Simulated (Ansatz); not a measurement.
Input

```
crystal:
  lattice:
    - [6.6095097823, 0.0, 0.0]
    - [0.0, 3.81524135, 0.0]
    - [-1.5244608011, 0.0, 10.6527631614]
  atoms:
    - { symbol: Ti, position: [0.55095885, 0.75, 0.89860779] }
    - { symbol: Ti, position: [0.44904115, 0.25, 0.10139221] }
    - { symbol: Ti, position: [0.6929379, 0.75, 0.56477352] }
    - { symbol: Ti, position: [0.3070621, 0.25, 0.43522648] }
    - { symbol: Ti, position: [0.25322731, 0.75, 0.6554101] }
    - { symbol: Ti, position: [0.74677269, 0.25, 0.3445899] }
    - { symbol: Pb, position: [0.00458994, 0.75, 0.15029122] }
    - { symbol: Pb, position: [0.99541006, 0.25, 0.84970878] }
    - { symbol: O, position: [0.47464688, 0.75, 0.07360568] }
    - { symbol: O, position: [0.52535312, 0.25, 0.92639432] }
    - { symbol: O, position: [0.74418342, 0.75, 0.38273238] }
    - { symbol: O, position: [0.25581658, 0.25, 0.61726762] }
    - { symbol: O, position: [0.35618652, 0.75, 0.47902633] }
    - { symbol: O, position: [0.64381348, 0.25, 0.52097367] }
    - { symbol: O, position: [0.83268109, 0.75, 0.94414491] }
    - { symbol: O, position: [0.16731891, 0.25, 0.05585509] }
    - { symbol: O, position: [0.95528466, 0.75, 0.62913097] }
    - { symbol: O, position: [0.04471534, 0.25, 0.37086903] }
    - { symbol: O, position: [0.5653504, 0.75, 0.71418078] }
    - { symbol: O, position: [0.4346496, 0.25, 0.28581922] }
    - { symbol: O, position: [0.24982998, 0.75, 0.82462015] }
    - { symbol: O, position: [0.75017002, 0.25, 0.17537985] }
basis:
  ecutwfc: 500
kpoints:
  mp_grid: { grid: [4, 8, 4] }
hamiltonian:
  xc: r2scan
scf:
  occupations: { method: gaussian, width: 0.02 }
output:
  forces: true
  stress: true
  eigenvalues: true
  populations: true
  write_density: true
  write_potential: true
  elf: true
  volumetric_format: npy
```

Launched as:

```sh
ansatz run input.yaml --threads 4 --pin off --max-ram 10240MiB --backend cpu --events-out ev --progress --plain --runs-dir out
```

Below, planes, directions and counts refer to the conventional cell (a = 6.61 Å, b = 3.82 Å, c = 10.76 Å, α = 90.00°, β = 98.14°, γ = 90.00°).

Space group P2₁/m; a structure from a database of computed crystals, not necessarily the ambient phase; computed without spin polarisation.

These are results of DFT r2SCAN, scalar-relativistic, plane waves, PAW (Ansatz 0.2.0), not measurements.

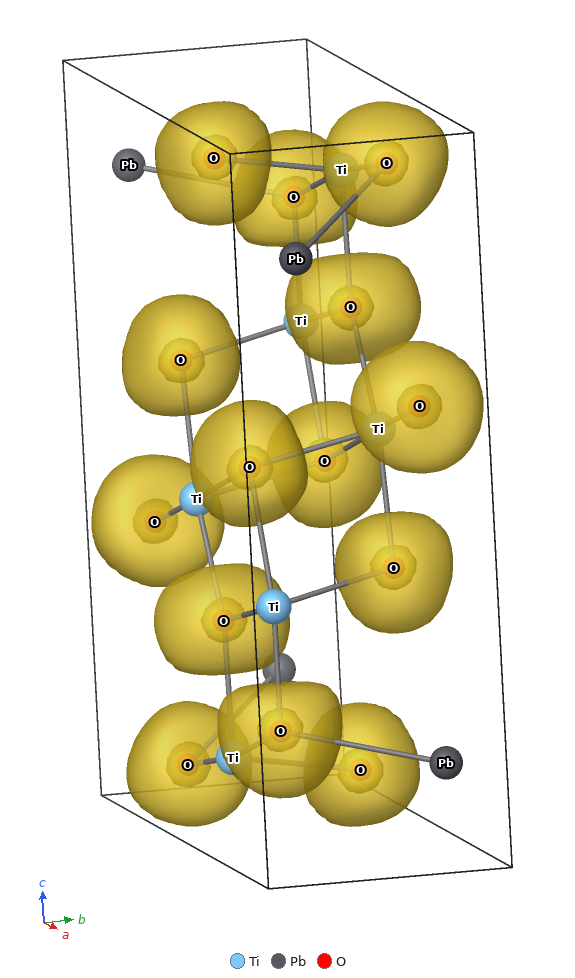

Ti₃PbO₇. Isosurface of the electron localisation function at 0.65 (yellow), seen slightly off an axis. Only the valence region is drawn (cores and ρ < 0.01 e/Å³ removed). Sticks mark near contacts.

Question: Where are the electrons localised?

Answer: At this value the surface marks out 14 regions wrapped around O (the valence shell of each), counted in one cell of 22 atoms. Any copies at cell faces, edges or corners count once.

Values along the shortest contacts:
Ti–O (1.77 Å): the ELF peaks at about 0.80 in the valence shell of O, 0.5 Å from its nucleus, and is about 0.25 at the midpoint (no localised pair shows between them). Pb–O (2.34 Å): the ELF peaks at about 0.80 in the valence shell of O, 0.6 Å from its nucleus, and drops to about 0.15 between the two atoms.

Question: Does the calculation make it a metal, or give it a gap?

Answer: It is gapped, with a Kohn–Sham gap of 2.3 eV on the k-point mesh, an upper bound to the gap of this method.
